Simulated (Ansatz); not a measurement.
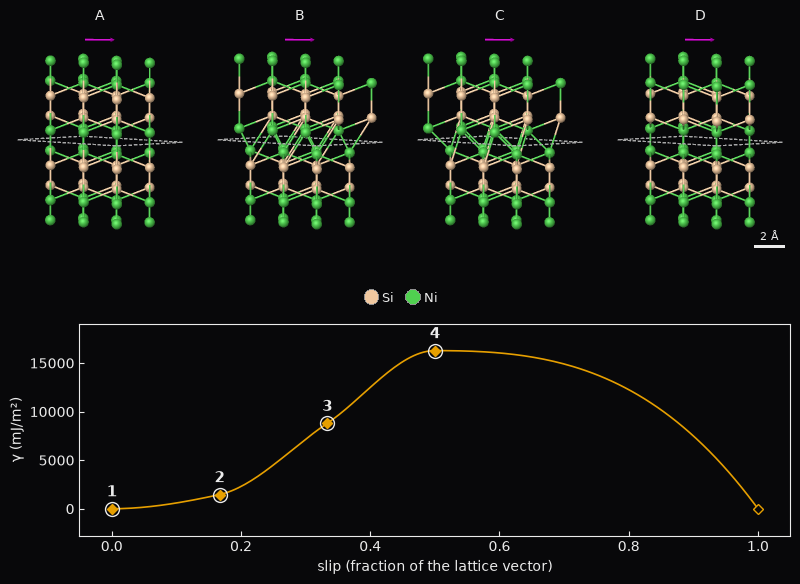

Energy scan for a crystal of SiNi (Pmmn), in which the crystal above a cut along the (0 0 1) plane of the conventional cell (between a plane of Ni below and one of Ni above, 1.48 Å apart) is slid rigidly by fractions of an in-plane lattice vector 4.47 Å long (a generalised stacking fault). One cut stands in each cell, which starts 14.1 Å high; nothing is relaxed, and the dashed outline marks the cut, the arrow on top the direction of slip. The frames are shuffled; the numbered points of the plot belong to them. Hollow markers are points alike by symmetry, not computed again. The picture is a ball-and-stick view of the layers on both sides of the cut, seen from the side, nearly along the cut plane.

Theory: DFT PBE, scalar-relativistic, plane waves, PAW in Ansatz. Set-up: plane-wave cutoff 420 eV; k-point mesh 15 × 14 × 4; occupations gaussian; smearing width 0.15 eV; no spin polarisation. Energies (free energies at the smearing named) are counted from the relaxed crystal.

**Match the frames to the points.**

Point 1 is frame A (the slip 0.00, 0 mJ/m²); 2 is frame C (the slip 0.167, 1459 mJ/m²); 3 is frame B (the slip 0.333, 8789 mJ/m²); 4 is frame D (the slip 0.50, 16280 mJ/m²). The curve starts and ends at zero, since a full lattice vector restores the crystal. Its highest computed point is 16280 mJ/m² at slip 0.50. The points are too sparse to place its extrema closely. Relaxation across the fault would lower the values.

Limits of the set-up: an element that often carries a moment was run without spin polarisation.
